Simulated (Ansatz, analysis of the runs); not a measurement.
# Conductance against length: SiH2(OSiH2)1 chain with amine ends, between Au (111) faces with adatoms, and longer members, part 2 of 4

Wanted: G and thermopower along the series, and a fit against length.

Ansatz 0.2.0; DFT PBE, plane waves, PAW; relaxation of a junction, electrodes held but for their tips (the session's first sound run).

So far. Step 2 (Relaxation of the scattering region, 87 atoms, molecule …): The largest force component on a free atom ends at 0.010 eV/Å, under the limit of 0.05. The apex atoms end 9.45 Å apart, and their nearest bridge atoms lie at 2.28 Å (Au–N) and 2.28 Å (Au–N).

## Step 3: Transmission between the leads, 87 atoms, molecule siloxane 1, amine ends, units 1

This step: DFT PBE, plane waves, PAW; transmission of a junction between electrodes (Ansatz 0.2.0).

The cell is now read as a scatterer between two semi-infinite leads, named by two sites one period apart. The scattering states in its self-consistent potential are matched to the leads' states at each energy. A mesh across the current samples the surface zone of the faces.

Contents of input.yaml:

```yaml
crystal:
  lattice:
    - [8.8246926292, 0.0, 0.0]
    - [4.4123463146, 7.6424079975, 0.0]
    - [0.0, 0.0, 30.592687203]
  atoms:
    - { symbol: Au, position: [0.722222222, 0.722222222, 0.0] }
    - { symbol: Au, position: [0.722222222, 0.055555556, 0.0] }
    - { symbol: Au, position: [0.722222222, 0.388888889, 0.0] }
    - { symbol: Au, position: [0.055555556, 0.722222222, 0.0] }
    - { symbol: Au, position: [0.055555556, 0.055555556, 0.0] }
    - { symbol: Au, position: [0.055555556, 0.388888889, 0.0] }
    - { symbol: Au, position: [0.388888889, 0.722222222, 0.0] }
    - { symbol: Au, position: [0.388888889, 0.055555556, 0.0] }
    - { symbol: Au, position: [0.388888889, 0.388888889, 0.0] }
    - { symbol: Au, position: [0.833333333, 0.833333333, 0.07850821] }
    - { symbol: Au, position: [0.833333333, 0.166666667, 0.07850821] }
    - { symbol: Au, position: [0.833333333, 0.5, 0.07850821] }
    - { symbol: Au, position: [0.166666667, 0.833333333, 0.07850821] }
    - { symbol: Au, position: [0.166666667, 0.166666667, 0.07850821] }
    - { symbol: Au, position: [0.166666667, 0.5, 0.07850821] }
    - { symbol: Au, position: [0.5, 0.833333333, 0.07850821] }
    - { symbol: Au, position: [0.5, 0.166666667, 0.07850821] }
    - { symbol: Au, position: [0.5, 0.5, 0.07850821] }
    - { symbol: Au, position: [0.944444444, 0.944444444, 0.157016421] }
    - { symbol: Au, position: [0.944444444, 0.277777778, 0.157016421] }
    - { symbol: Au, position: [0.944444444, 0.611111111, 0.157016421] }
    - { symbol: Au, position: [0.277777778, 0.944444444, 0.157016421] }
    - { symbol: Au, position: [0.277777778, 0.277777778, 0.157016421] }
    - { symbol: Au, position: [0.277777778, 0.611111111, 0.157016421] }
    - { symbol: Au, position: [0.611111111, 0.944444444, 0.157016421] }
    - { symbol: Au, position: [0.611111111, 0.277777778, 0.157016421] }
    - { symbol: Au, position: [0.611111111, 0.611111111, 0.157016421] }
    - { symbol: Au, position: [0.055555556, 0.055555556, 0.235524631] }
    - { symbol: Au, position: [0.055555556, 0.388888889, 0.235524631] }
    - { symbol: Au, position: [0.055555556, 0.722222222, 0.235524631] }
    - { symbol: Au, position: [0.388888889, 0.055555556, 0.235524631] }
    - { symbol: Au, position: [0.388888889, 0.388888889, 0.235524631] }
    - { symbol: Au, position: [0.388888889, 0.722222222, 0.235524631] }
    - { symbol: Au, position: [0.722222222, 0.055555556, 0.235524631] }
    - { symbol: Au, position: [0.722222222, 0.388888889, 0.235524631] }
    - { symbol: Au, position: [0.722222222, 0.722222222, 0.235524631] }
    - { symbol: Au, position: [0.5107793607, 0.4949206686, 0.3062220777] }
    - { symbol: "N", position: [0.4185138365, 0.5078475832, 0.3764101124] }
    - { symbol: Si, position: [0.5889087279, 0.4989819446, 0.4083861579] }
    - { symbol: O, position: [0.5448525437, 0.5000473366, 0.4607452779] }
    - { symbol: Si, position: [0.5878685393, 0.5010658366, 0.5131042962] }
    - { symbol: "N", position: [0.4263506981, 0.4921803812, 0.5450805181] }
    - { symbol: H, position: [0.3004313546, 0.6208762161, 0.3774224381] }
    - { symbol: H, position: [0.3973927329, 0.4044063182, 0.3785517194] }
    - { symbol: H, position: [0.7494412228, 0.3318721956, 0.3974299101] }
    - { symbol: H, position: [0.5983499996, 0.6580085609, 0.3975122328] }
    - { symbol: H, position: [0.7563367496, 0.3420248772, 0.5239694982] }
    - { symbol: H, position: [0.5813059025, 0.6681614265, 0.5240691445] }
    - { symbol: H, position: [0.4212980806, 0.3791516227, 0.5440636742] }
    - { symbol: H, position: [0.301787061, 0.5956213402, 0.5429418992] }
    - { symbol: Au, position: [0.5057012593, 0.5050744979, 0.6152696013] }
    - { symbol: Au, position: [0.277777778, 0.277777778, 0.685967159] }
    - { symbol: Au, position: [0.277777778, 0.611111111, 0.685967159] }
    - { symbol: Au, position: [0.277777778, 0.944444444, 0.685967159] }
    - { symbol: Au, position: [0.611111111, 0.277777778, 0.685967159] }
    - { symbol: Au, position: [0.611111111, 0.611111111, 0.685967159] }
    - { symbol: Au, position: [0.611111111, 0.944444444, 0.685967159] }
    - { symbol: Au, position: [0.944444444, 0.277777778, 0.685967159] }
    - { symbol: Au, position: [0.944444444, 0.611111111, 0.685967159] }
    - { symbol: Au, position: [0.944444444, 0.944444444, 0.685967159] }
    - { symbol: Au, position: [0.388888889, 0.388888889, 0.764475369] }
    - { symbol: Au, position: [0.388888889, 0.722222222, 0.764475369] }
    - { symbol: Au, position: [0.388888889, 0.055555556, 0.764475369] }
    - { symbol: Au, position: [0.722222222, 0.388888889, 0.764475369] }
    - { symbol: Au, position: [0.722222222, 0.722222222, 0.764475369] }
    - { symbol: Au, position: [0.722222222, 0.055555556, 0.764475369] }
    - { symbol: Au, position: [0.055555556, 0.388888889, 0.764475369] }
    - { symbol: Au, position: [0.055555556, 0.722222222, 0.764475369] }
    - { symbol: Au, position: [0.055555556, 0.055555556, 0.764475369] }
    - { symbol: Au, position: [0.5, 0.5, 0.842983579] }
    - { symbol: Au, position: [0.5, 0.833333333, 0.842983579] }
    - { symbol: Au, position: [0.5, 0.166666667, 0.842983579] }
    - { symbol: Au, position: [0.833333333, 0.5, 0.842983579] }
    - { symbol: Au, position: [0.833333333, 0.833333333, 0.842983579] }
    - { symbol: Au, position: [0.833333333, 0.166666667, 0.842983579] }
    - { symbol: Au, position: [0.166666667, 0.5, 0.842983579] }
    - { symbol: Au, position: [0.166666667, 0.833333333, 0.842983579] }
    - { symbol: Au, position: [0.166666667, 0.166666667, 0.842983579] }
    - { symbol: Au, position: [0.611111111, 0.611111111, 0.92149179] }
    - { symbol: Au, position: [0.611111111, 0.944444444, 0.92149179] }
    - { symbol: Au, position: [0.611111111, 0.277777778, 0.92149179] }
    - { symbol: Au, position: [0.944444444, 0.611111111, 0.92149179] }
    - { symbol: Au, position: [0.944444444, 0.944444444, 0.92149179] }
    - { symbol: Au, position: [0.944444444, 0.277777778, 0.92149179] }
    - { symbol: Au, position: [0.277777778, 0.611111111, 0.92149179] }
    - { symbol: Au, position: [0.277777778, 0.944444444, 0.92149179] }
    - { symbol: Au, position: [0.277777778, 0.277777778, 0.92149179] }
kpoints:
  mp_grid: { grid: [4, 4, 1] }
scf:
  occupations: { method: fermi_dirac, width: 0.1 }
hamiltonian:
  xc: pbe
output:
  transmission: { leads: [[78, 0]], e_range: [-0.7, 0.7], de: 0.035, kmesh: [4, 4] }
  dos: { projected: true, e_range: [-5, 4] }
  write_potential: true
  write_density: true
  volumetric_format: npy
```

The run is started by

```console
ansatz run input.yaml --threads 16 --pin off --max-ram 61440MiB --backend cuda --events-out ev --progress --plain --runs-dir out --max-vram 78GiB
```

Numbers of over 12 decimals in the logs are rounded to 6 here.

Log:

```text
[...]
Crystal: 87 atoms, lattice volume = 2063.229 Å³
Basis set: ecut = 420 eV, 40321 PW (Γ)
Bands: 863, of which v1, the nominal top of the filled ones, is band 719 counted from 1 (718 counted from 0)
Symmetry: 1 space group operations
[...]
k-points: 10 of 16 (time reversal used)
[...]
SCF iter   1: F=—  HF=-975782.401385 eV  |F-HF|=—  |Δ(HF+E_count)|=         —  Δρ=3.83e-3  dr2=9.30e0  ethr=1.77e-3  ⟨swp⟩=6.0  Hψ=32833  notcnv=0  defer=220
[...]
SCF iter   9: F=-975781.965322 eV  HF=-975781.965322 eV  |F-HF|=5.82e-10  |Δ(HF+E_count)|=   1.36e-7  Δρ=1.41e-6  dr2=4.54e-8  ethr=6.95e-12  ⟨swp⟩=12.8  Hψ=41041  notcnv=0
SCF 1 converged in 9 iterations: F = -975781.965322 eV  dr2 = 4.54e-8
[...]
transmission: 54 of 470 steps passed
transmission: 99 of 470 steps passed
transmission: 144 of 470 steps passed
[...]
SCF converged after 9 iterations
[...]
--- Transmission ---
  basis      : 595 plane waves across, 47 finite elements along
  points     : 10, standing for a mesh of 4 x 4
  on the GPU : 9 of these points; the CPU solved the others: they were too small for the GPU, or it had no memory for them, could not solve them or had refused or failed an earlier call
  filling    : by the input's occupations and mesh, since the crystals that have channels conduct as metals do. If one of these is a semiconductor, that mesh has misplaced its level
  energies   : 41 from -0.700000 to 0.700000 eV about the Fermi level, 0.035000 eV apart; the leads are filled to 0.000000 eV, and channels, transmission and decay are at 0.000000 eV
  crystal 0  : Au9, at the sites [78, 0], period 2.4018 Å, over 19.21 Å; its Hamiltonian steps by up to 23.2 meV
    offset         : up to 0.0000 Å between an atom of the period and one for which it stands
    filled         : 0.0 meV over the level at which it is neutral
    channels       : 7.687500e0 a spin
    conductance    : 8.8257e14 S/m² at 300 K; may be off by some 0.0 % by where its bands' edges are placed, 11.4 % from the k-mesh, 0.0 % from the distance to neutral
  junction   : crystal 0 to crystal 0, -0.50 to 27.69 Å
    transmission   : 8.734527e-4 a spin
    conductance    : 1.0059e11 S/m² at 300 K (7.9597e10 on every other point, 1.0026e11 on every other energy)
    error estimate : 0.3 % from the energy spacing and 70.5 % from band edges of the leads and from resonances (wavevectors taken as independent; lower de), 38.0 % from the k-mesh, 5.7 % from the steps of its leads' Hamiltonians or their offsets (lay more layers), 0.0 % from the distance to neutral
    resistance     : 9.9399e0 Ω µm² beyond half of each lead's own
```

Run time: 7.8 min. Hardware: 1 × NVIDIA GB200 with 16 threads of Arm Neoverse V2, shared host; peak memory 18 GiB.

The column dr2 measures how far the density is from self-consistency, as an energy; F and HF (Harris–Foulkes) agree once it is small.

Numbers from this step:

```yaml
energy_at_zero_smearing: -975781.4863 eV
transmission_at_the_fermi_level_a_spin_zone_mean: 8.73e-4
potential_step_in_the_lower_lead: 23.2 meV
conductance_of_the_junction: 8.76e-4 G₀
conductance_of_the_bulk_lead_a_3x3_cell_mean_over_the_mesh: 7.682 G₀
channels_of_the_bulk_lead_one_spin_mean_over_the_mesh: 7.688
```

Transmission, one spin against energy, zero at the Fermi level:

```tsv
energy (eV)	transmission, one spin
-0.700	6.0e-4
-0.595	6.5e-4
-0.490	7.1e-4
-0.385	6.7e-4
-0.280	6.9e-4
-0.175	7.4e-4
-0.070	8.1e-4
0.000	8.7e-4
0.070	9.6e-4
0.175	0.00115
0.210	0.00143
0.280	0.00105
0.385	9.4e-4
0.490	0.00102
0.595	0.00117
0.700	0.00137
```

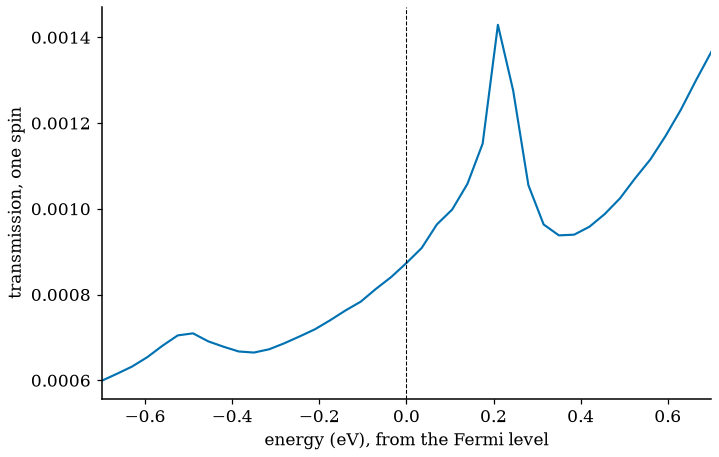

Transmission, one spin, plotted against energy.

Table of open channels of the lead, one spin by energy, zero at the Fermi level:

```tsv
energy (eV)	open channels of the lead, one spin
-0.700	5.69
-0.595	5.81
-0.490	5.81
-0.385	6.56
-0.280	7.69
-0.175	7.69
-0.070	7.69
0.000	7.69
0.070	7.69
0.175	7.69
0.280	7.31
0.385	7.31
0.490	7.31
0.595	7.31
0.700	7.31
```

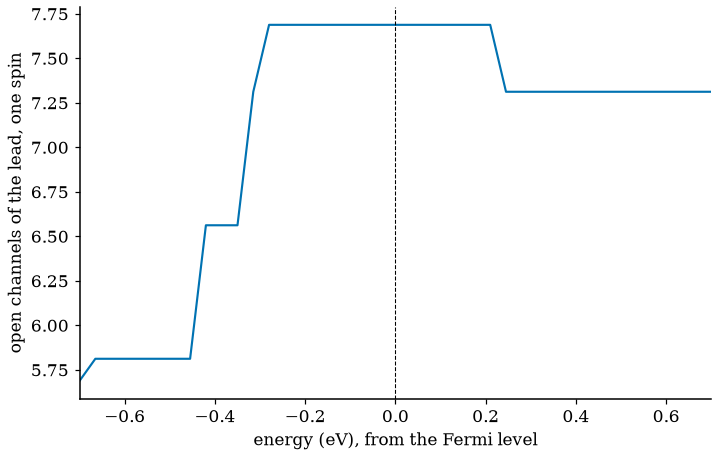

Open channels of the lead, one spin against energy.

The planar mean of the electrostatic potential energy, less the Fermi level oscillates, so the rows of the table below give means over windows of 2.5 Å about each position, cut where the curve ends. Its maxima inside the range that stand out by 2 % of the span (Å: eV): 1.1: 0.833, 3.5: 0.863, 5.9: 0.895, 8.8: 2.86, 10.3: 3.49, 13.5: 2.47, 17.7: 3.53, 19.5: 2.95, 22.2: 0.909, 24.5: 0.793, 26.9: 0.799, 29.5: 0.830. Its minima: 2.4: -16.2, 4.7: -15.9, 7.1: -15.7, 9.5: 2.30, 12.3: 0.326, 16.0: 0.269, 18.7: 2.3, 21.0: -16.0, 23.4: -16.2, 25.8: -16.2, 28.3: -15.8.

Table of planar mean of the electrostatic potential energy, less the Fermi level by z; means over each step:

```tsv
z (Å)	planar mean of the electrostatic potential energy, less the Fermi level (eV)
0.0	-7.53
2.5	-7.51
5.0	-7.57
7.5	-6.79
10.0	2.79
12.5	1.22
15.0	1.56
17.5	2.34
20.0	-4.03
22.5	-8.02
25.0	-7.96
27.5	-7.97
30.0	-5.29
```

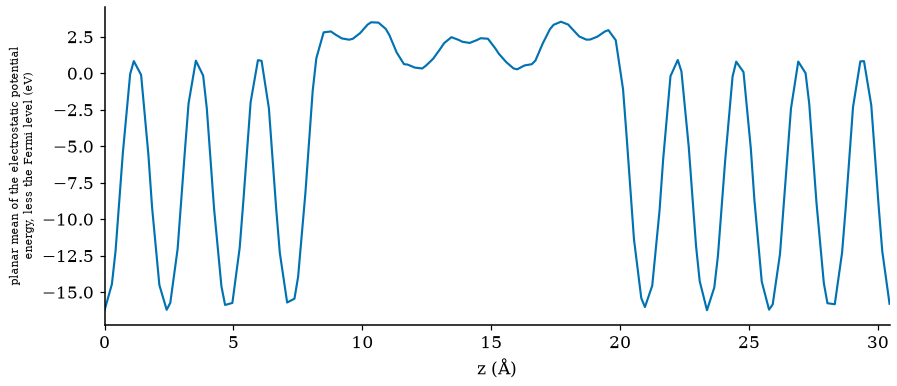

Planar mean of the electrostatic potential energy, less the Fermi level against z.

By hand: the program gives 1.0059 × 10^11 S/m² over the cell's cross-section of 67.44 Å² = 6.744 × 10^-19 m², so one cell conducts 6.784 × 10^-8 S. Divided by G0 = 2e²/h = 7.748 × 10^-5 S this is 8.8e-4 G0, a resistance of 14741 kΩ.

The conductance is 8.8e-4 G₀. The value hangs on where a semilocal functional puts the molecule's levels, which is known only roughly. The lead's Hamiltonian steps by 23.2 meV, which the program lets pass, though it counts in the error estimate. The largest term of the program's error estimate is 70 %, from band edges of the leads and from resonances.

## Step 4: Conductance and thermopower from T(E), 87 atoms

This step: Landauer integrals over the computed T(E), interpolated linearly between its energies (analysis of the runs above).

Conductance and thermopower are moments of T(E) over the thermal window; sliding the window along E stands for a gate that leaves T(E) rigid.

Numbers from this step:

```yaml
conductance_at_300_k_interpolated_from_t_e: 8.78e-4 G₀
thermopower_at_300_k: -8.774 μV/K
lorenz_number_over_l0: 1.014
```

T(E) held rigid; rough near sharp steps of T(E). Table of conductance at 300 K by shift of the leads' level:

```tsv
shift of the leads' level (eV)	conductance at 300 K (G₀)
-0.350	6.7e-4
-0.300	6.8e-4
-0.250	7.0e-4
-0.200	7.3e-4
-0.150	7.6e-4
-0.100	7.9e-4
-0.050	8.3e-4
0.000	8.8e-4
0.050	9.4e-4
0.100	0.00101
0.150	0.00111
0.200	0.00123
0.250	0.00119
0.300	0.00105
0.350	9.7e-4
```

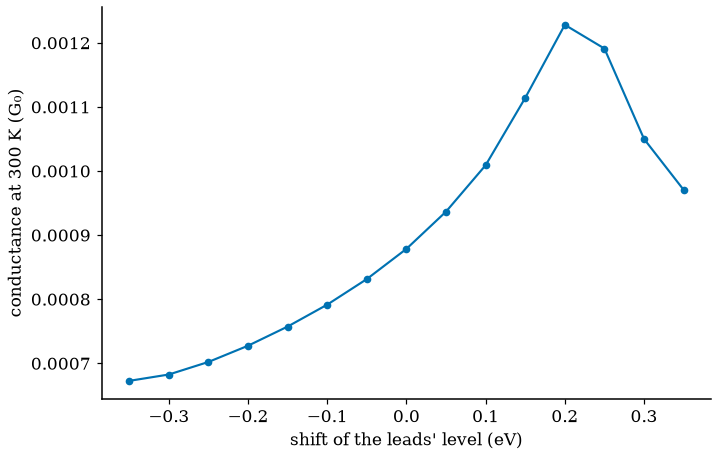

Conductance at 300 K against shift of the leads' level.

T(E) held rigid; rough near sharp steps of T(E). The thermopower at 300 K by shift of the leads' level:

```tsv
shift of the leads' level (eV)	thermopower at 300 K (μV/K)
-0.350	-0.706
-0.300	-3.20
-0.250	-4.67
-0.200	-5.57
-0.150	-6.19
-0.100	-6.87
-0.050	-7.67
0.000	-8.77
0.050	-10.2
0.100	-12.4
0.150	-14.6
0.200	-5.68
0.250	12.3
0.300	15.3
0.350	6.20
```

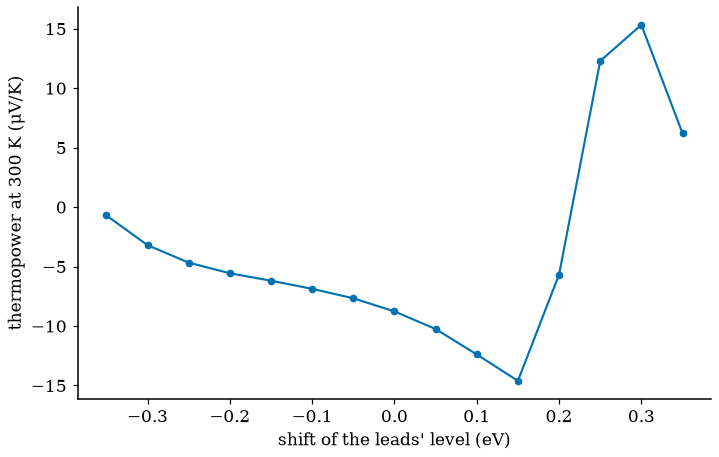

Thermopower at 300 K, plotted against shift of the leads' level.

The two levels move by half the bias each and T(E) is held rigid. Table of current from the zero-bias T(E) by bias:

```tsv
bias (V)	current from the zero-bias T(E) (μA)
0.000	0
0.100	0.00682
0.200	0.0137
0.300	0.0208
0.400	0.0283
0.500	0.0358
0.600	0.0428
0.700	0.0493
0.800	0.0556
```

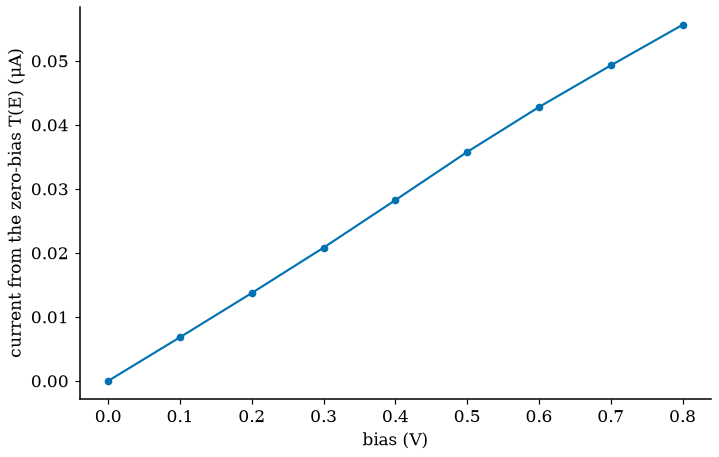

Current from the zero-bias T(E), plotted against bias.

By hand, Mott's formula: S = −(π²k²T/3e) d ln T/dE, and π²k²T/3e = 7.33 μV/K × eV at 300 K. The computed T is 8.1e-4 at -0.070 eV and 9.6e-4 at +0.070 eV, so d ln T/dE ≈ 1.21 per eV and S ≈ -8.88 μV/K, against -8.77 from the integrals.

The thermopower is -8.77 μV/K. The Lorenz ratio is 1.01, where the Wiedemann-Franz law gives 1. These values rest on a semilocal level alignment and on the mesh across the current. Moving the level by up to 0.1 eV either way gives -12 to -6.9 μV/K.

[end of part 2 of 4]

[Logs are printed without paths, hosts, clocks, repeated set-up lines and the standing remarks that a program may print on its own settings, such as how far it seeks lower states.]

[Hosts, paths, dates, database ids (printed as entryN), source tags and the programs' standing remarks are cut or masked in the printed files.]
